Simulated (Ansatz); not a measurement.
Given this structure:

```xyz
6
Lattice="3.9720 0.0000 0.0000 -1.9860 3.4398 0.0000 0.0000 0.0000 5.0141" Properties=species:S:1:pos:R:3 pbc="T T T"
Ni    1.9860    1.1466    1.2535
Ni    0.0000    2.2932    3.7605
Ni    0.0000    0.0000    0.0000
Ni    0.0000    0.0000    2.5070
Ge    1.9860    1.1466    3.7605
Ge    0.0000    2.2932    1.2535
```

> What does this file describe?

Chemical formula Ni2Ge. It belongs to space group P6_3/mmc (No. 194) and has a primitive hexagonal lattice. This arrangement goes by the name Ni₂In type. The cell comprises 2 formula units: 4 Ni, 2 Ge. Ge is linked to eleven Ni at 2.29 to 2.61 Å. Ni takes two kinds of site: 2d with six Ni and five Ge (2.61 Å to Ni, 2.29 to 2.51 Å to Ge); 2a with eight Ni and six Ge (2.51 to 2.61 Å to Ni, 2.61 Å to Ge). The bonds build a three-dimensional framework.

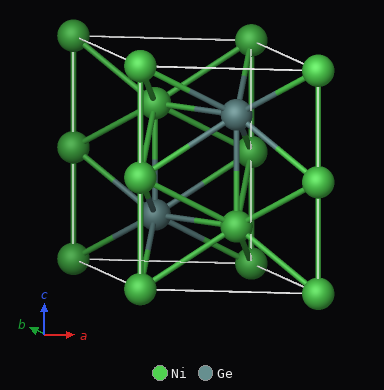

View slightly off an axis, drawn as a ball-and-stick model. The lines enclose the conventional unit cell; boundary atoms appear with their images. Colours: nickel green, germanium teal.

It goes back to a structure listed in the Materials Project. Relaxation method: DFT PBEsol, scalar-relativistic, plane waves, PAW in Ansatz.
